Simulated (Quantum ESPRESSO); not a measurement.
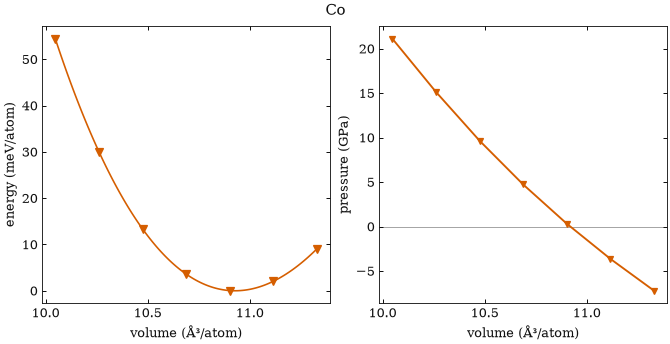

Energy and pressure against volume for Co, space group P6_3/mmc (No. 194).

A third-order Birch–Murnaghan fit gives V0 = 10.93 Å³/atom, B0 = 211 GPa and B′ = 4.5. The energy is 54.47 meV/atom at volume 10.05 Å³/atom and 9.11 meV/atom at 11.33 Å³/atom; the lowest computed point is at volume 10.90 Å³/atom (0.05 meV/atom). The pressure falls from 21.14 GPa at volume 10.05 Å³/atom to −7.22 GPa at 11.33 Å³/atom, and changes sign near 10.92 Å³/atom.

How it was computed, with Quantum ESPRESSO 7.5: plane-wave DFT, collinear spins; energies at scaled volumes of the given cell, shape and fractions fixed, counted from the fit's minimum, third-order Birch-Murnaghan fit. Level: PBE, collinear spin.

| setting | value |
| --- | --- |
| k mesh | 12×12×4 |
| occupations | Fermi–Dirac |
| smearing width | 0.05 eV |
| potentials | SSSP 1.3 efficiency PBE |
| wave cutoff | 748.3 eV |
| density cutoff | 5987 eV |

Cell as given: a = 2.471 Å, b = 2.471 Å, c = 8.088 Å, α = 90.00°, β = 90.00°, γ = 120.00°; 4 atoms.

Caveats: shape and atomic fractions are frozen while scaling, which makes layered, chain and framework solids too stiff.
